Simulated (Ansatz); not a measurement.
```yaml
crystal:
  lattice:
    - [3.83191, 0.00000, 0.00000]
    - [-1.91595, 3.31853, 0.00000]
    - [0.00000, 0.00000, 34.82568]
  atoms:
    - { symbol: Si, position: [0.66667, 0.33333, 0.21536] }
    - { symbol: Si, position: [0.33333, 0.66667, 0.23834] }
    - { symbol: Si, position: [0.33333, 0.66667, 0.30641] }
    - { symbol: Si, position: [0.66667, 0.33333, 0.32939] }
    - { symbol: Si, position: [0.66667, 0.33333, 0.39746] }
    - { symbol: Si, position: [0.33333, 0.66667, 0.42044] }
    - { symbol: Si, position: [0.33333, 0.66667, 0.48851] }
    - { symbol: Si, position: [0.66667, 0.33333, 0.51149] }
    - { symbol: Si, position: [0.66667, 0.33333, 0.57956] }
    - { symbol: Si, position: [0.33333, 0.66667, 0.60254] }
    - { symbol: Si, position: [0.33333, 0.66667, 0.67061] }
    - { symbol: Si, position: [0.66667, 0.33333, 0.69359] }
    - { symbol: Si, position: [0.66667, 0.33333, 0.76166] }
    - { symbol: Si, position: [0.33333, 0.66667, 0.78464] }
```

Changed on purpose from its base cell (repeats removed: -2); not relaxed (largest force 0.9 eV/Å).

Method: DFT r2SCAN, scalar-relativistic, plane waves, PAW in Ansatz.

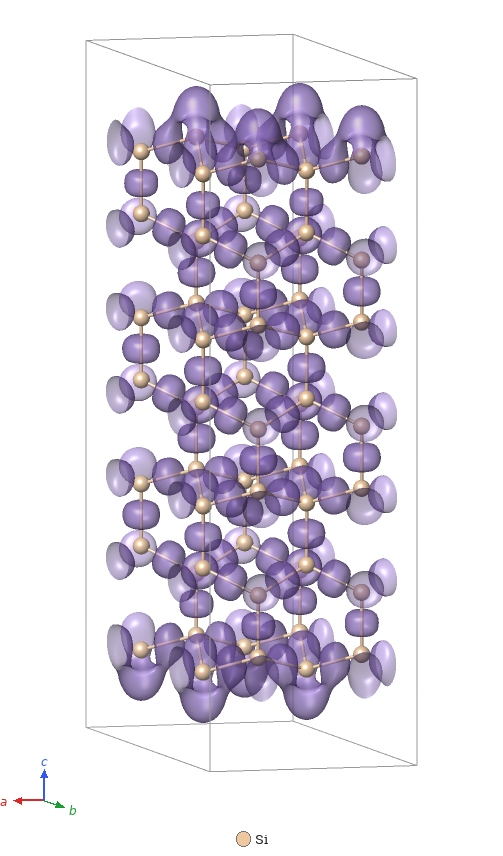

Si (slab). Isosurface of the electron localisation function at 0.8 (purple), seen at an oblique angle. Only the valence region is drawn (cores and ρ < 0.01 e/Å³ removed). Sticks mark near contacts.

Q: What do the ELF domains correspond to?

A: At this value the surface marks out 21 regions between bonded Si–Si atoms and two regions on Si in which the atom's valence shell and bonds are merged, counted in one cell of 14 atoms. Counts are for one cell; the picture repeats the cell along the surface.

Values along the shortest contacts:
Si–Si (2.35 Å): the ELF peaks at about 0.95 between the atoms.
